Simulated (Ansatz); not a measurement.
A periodic structure is given below.

```
Pb S
1.0
     4.12750    0.00000    0.00000
     0.00000   11.73855    0.00000
     0.00000    0.00000    4.26044
Pb S
4 4
Direct
  0.50000 0.62772 0.75000
  0.00000 0.87228 0.25000
  0.00000 0.12772 0.75000
  0.50000 0.37228 0.25000
  0.50000 0.85632 0.75000
  0.00000 0.64368 0.25000
  0.00000 0.35632 0.75000
  0.50000 0.14368 0.25000
```

Q: Give a crystallographic description of this input.

A: The stoichiometry is PbS. The structure has Cmcm (No. 63) symmetry and a base-centred orthorhombic lattice. The cell has 8 atoms, namely 4 Pb, 4 S. The polyhedra are PbS5 square pyramids; they share corners and edges. Each Pb atom is coordinated by five S in a distorted square pyramidal arrangement at 2.68 to 2.97 Å. About every S there are five Pb in a distorted square pyramidal arrangement at 2.68 to 2.97 Å. The bonds build PbS layers parallel to (010).

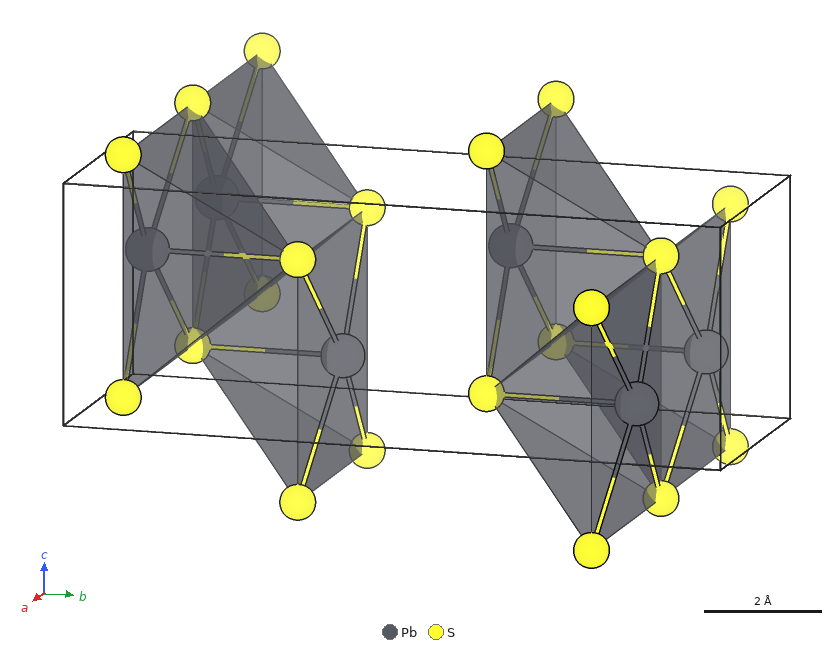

The figure gives a polyhedral picture of the atoms, viewed slightly off an axis. The frame is the conventional unit cell; atoms at its boundary are shown with their periodic copies. A few atoms beyond the faces are included. Colours: lead dark grey, sulfur yellow.

The model was built from a structure listed in the Materials Project. Earlier steps of the study may have refined or changed the cell and positions. Ansatz was used for an electronic-structure calculation on it.
